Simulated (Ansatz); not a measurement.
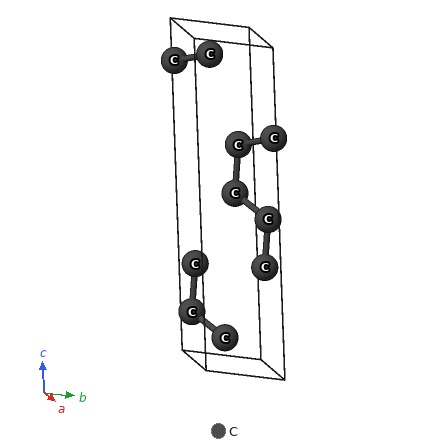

System: C, space group R-3m (No. 166). The picture shows the cell.

Structure:
```yaml
crystal:
  lattice:
    - [-2.49129, 0.00000, 0.00000]
    - [-1.24565, -2.15752, 0.00000]
    - [1.24565, 0.71917, 10.25388]
  atoms:
    - { symbol: C, position: [0.02482, 0.02482, 0.87416] }
    - { symbol: C, position: [0.97518, 0.97518, 0.72524] }
    - { symbol: C, position: [0.10870, 0.10870, 0.12579] }
    - { symbol: C, position: [0.89130, 0.89130, 0.47361] }
    - { symbol: C, position: [0.15837, 0.15837, 0.27480] }
    - { symbol: C, position: [0.84163, 0.84163, 0.32460] }
    - { symbol: C, position: [0.37486, 0.37486, 0.92429] }
    - { symbol: C, position: [0.62514, 0.62514, 0.67511] }
    - { symbol: C, position: [0.42532, 0.42532, 0.07567] }
    - { symbol: C, position: [0.57468, 0.57468, 0.52373] }
```

Method: rigid slide of a crystal across a plane by tilting cell vector c, one fault a cell, unrelaxed, by plane-wave density functional theory with PAW datasets, free energies less that of the undisturbed cell; scalar-relativistic (Ansatz 0.2.0). Level: LDA, no spin polarisation.

```csv
setting,value
wave cutoff,420 eV
k mesh,10×10×3
occupations,Gaussian
smearing width,0.05 eV
k shift,"(0, 0, 0) (mesh steps)"
start,relaxed
height of the cut,0 (fraction of cell vector c)
slip vector,"(1, 1) (multiples of cell vectors a and b)"
```

Predict the fault energy against slip. The slip takes the values 0.0000, 0.0833, 0.1667, 0.2500, 0.3333, 0.4167, 0.5000, 0.5833, 0.6667, 0.7500, 0.8333, 0.9167.

The highest fault energy among the points, the barrier to rigid slip along this vector, is 13900 mJ/m² at slip 0.333; a local minimum of 12500 mJ/m² at slip 0.5 marks a metastable stacking fault. The spacing at cut is 1.55 Å.

| slip (fraction of the slip vector) | fault energy (mJ/m²) |
| --- | --- |
| 0.0000 | 0.0 |
| 0.0833 | 1453.1 |
| 0.1667 | 5651.1 |
| 0.2500 | 11252.9 |
| 0.3333 | 13892.7 |
| 0.4167 | 13040.3 |
| 0.5000 | 12467.6 |
| 0.5833 | 12997.2 |
| 0.6667 | 13839.7 |
| 0.7500 | 11235.3 |
| 0.8333 | 5648.7 |
| 0.9167 | 1452.6 |

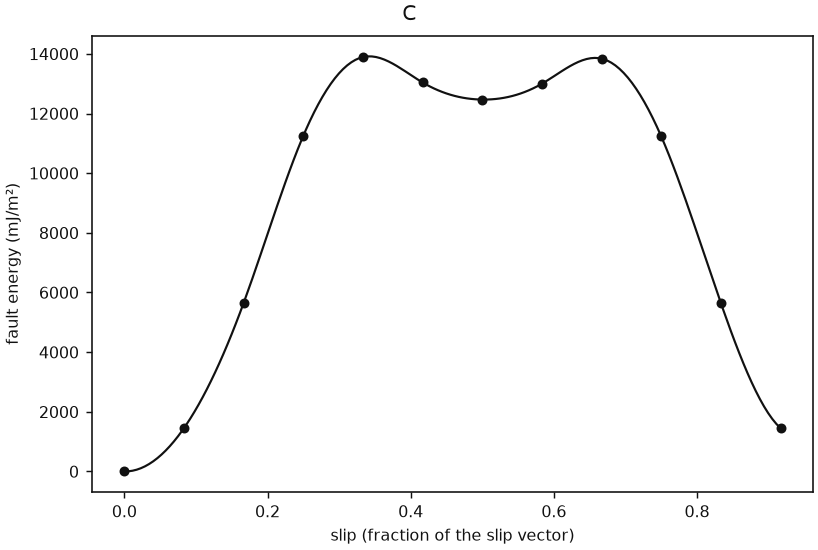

Limits of the calculation: gap closes along the scan on a mesh chosen for the insulator; odd k mesh can miss points on the zone edge.
